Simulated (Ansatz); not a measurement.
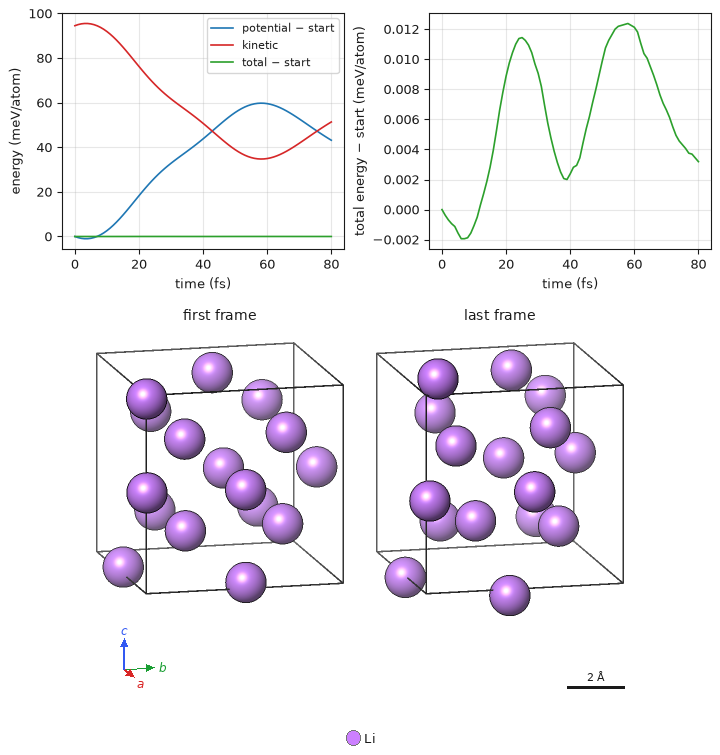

Molecular dynamics of a 16-atom cell of Li, 80 fs long. It starts from the last geometry of an earlier run, with fresh velocities. A spheres-only model of the simulation cell, seen slightly off an axis.

The calculation used DFT r2SCAN, scalar-relativistic, plane waves, PAW in Ansatz. Set-up: plane-wave cutoff 500 eV; k-point mesh 2 × 2 × 2; Fermi-Dirac smearing 0.11 eV; low-accuracy preset; volume 1.1 times that of the relaxed crystal; constant energy (NVE); velocities drawn for 780 K; time step 1 fs.

### Is this trajectory numerically sound?

The total energy stays between −0.0019 and 0.012 meV per atom of its start. A straight-line fit has a slope that amounts to +0.007 meV per atom over 80 fs (under 0.1 % of the mean kinetic energy), and the ripple about it is under 0.1 % of the kinetic energy's fluctuation. With a drift under 2 % and a ripple under 7 %, the integration is accurate. Over the second half the temperature averages 342 K (spread ±44 K). The potential energy in the second half lies on average 53.0 meV per atom above the first frame.

Limits of the set-up: the k-point mesh is coarse for a cell with partly filled bands; the program's low-accuracy preset was used.

Cost: 7.1 min on 1 thread of Intel(R) Xeon(R) 6975P-C (Granite Rapids) (shared host), peak memory 0.72 GiB.
